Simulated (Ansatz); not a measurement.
Input structure:

```
Ga O
1.0
     4.61716    0.00000    0.00000
     0.00000    4.61716    0.00000
     0.00000    0.00000    3.05010
Ga O
2 4
Direct
  0.50000 0.50000 0.50000
  0.00000 0.00000 0.00000
  0.80265 0.80265 0.50000
  0.19735 0.19735 0.50000
  0.69735 0.30265 0.00000
  0.30265 0.69735 0.00000
```

Characterise the structure given above.

The structure is one of GaO$_{2}$. The symmetry is that of P4_2/mnm (No. 136), on a primitive tetragonal lattice. Prototype: rutile. Content of the cell: 2 Ga, 4 O (Z = 2). The coordination shell of Ga holds six O in a distorted octahedral arrangement at 1.98 to 2.00 Å. Each O atom is coordinated by three Ga at 1.98 to 2.00 Å. The bonds build a three-dimensional framework.

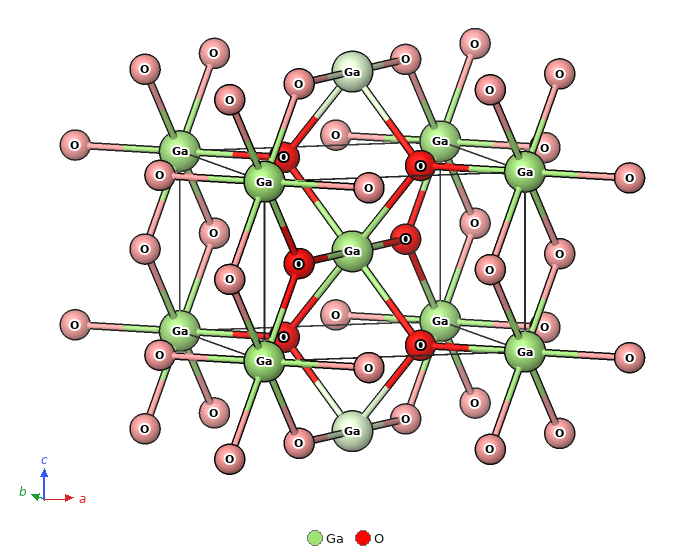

Structure drawing (ball-and-stick), viewed slightly off an axis. One conventional unit cell is framed, with atoms on its boundary repeated. Periodic images bonded to atoms of the box are shown as well, in fainter colours. Colours: gallium green, oxygen red.

The starting point was a structure listed in the Materials Project, with elements exchanged, so it need not be a known form of the compound. The geometry comes from a coarse first relaxation with Ansatz 0.2.0, DFT PBE, scalar-relativistic, plane waves, PAW.
